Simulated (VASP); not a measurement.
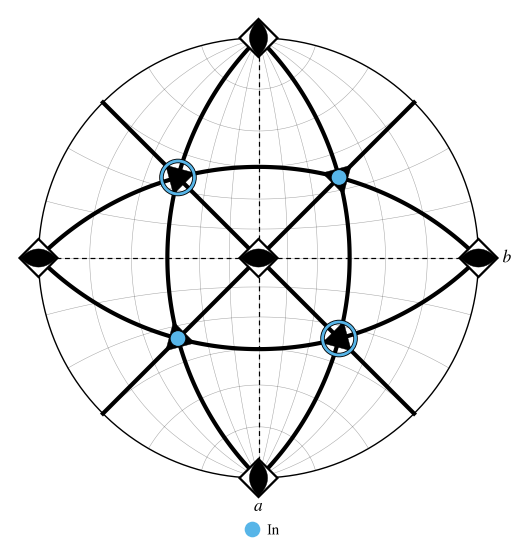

Directions from one arsenic atom at (1/4, 1/4, 1/4) to its bonded neighbours, in stereographic projection down c (filled: above the plane of the page or in it, open: below). Crystal: InAs, coordinates from a relaxation with VASP Kohn-Sham DFT of a periodic cell, AM05, VASP PAW PBE potentials, recommended in VASP 6.6.1. Geometry calculated from the standardised cell; symmetry tolerance 0.002 Å.

Neighbours are counted up to 3.18 Å for In. The symmetry elements of the site are drawn in: heavy lines are mirror planes (a heavy rim: a mirror in the plane of the page); lens, triangle, square and hexagon are 2-, 3-, 4- and 6-fold axes, a lens in an open square is −4, a triangle in an open hexagon −6; thin dashed diameters join the ends of axes that lie in the page; a small open circle marks inversion.

```
In As
1.0
     6.10481    0.00000    0.00000
     0.00000    6.10481    0.00000
     0.00000    0.00000    6.10481
In As
4 4
Cartesian
  0.0000 0.0000 0.0000
  0.0000 3.0524 3.0524
  3.0524 0.0000 3.0524
  3.0524 3.0524 0.0000
  1.5262 1.5262 1.5262
  1.5262 4.5786 4.5786
  4.5786 1.5262 4.5786
  4.5786 4.5786 1.5262
```

**How many neighbours are there, and at what angles?**

4: 4 In at 2.64 Å. Angles between bonds: 109° (6×).

**What is the site's symmetry in the crystal?**

Point group -43m (Td), order 24: three −4 axes, four threefold axes, six mirror planes. In F-43m (No. 216) this is Wyckoff position 4c.
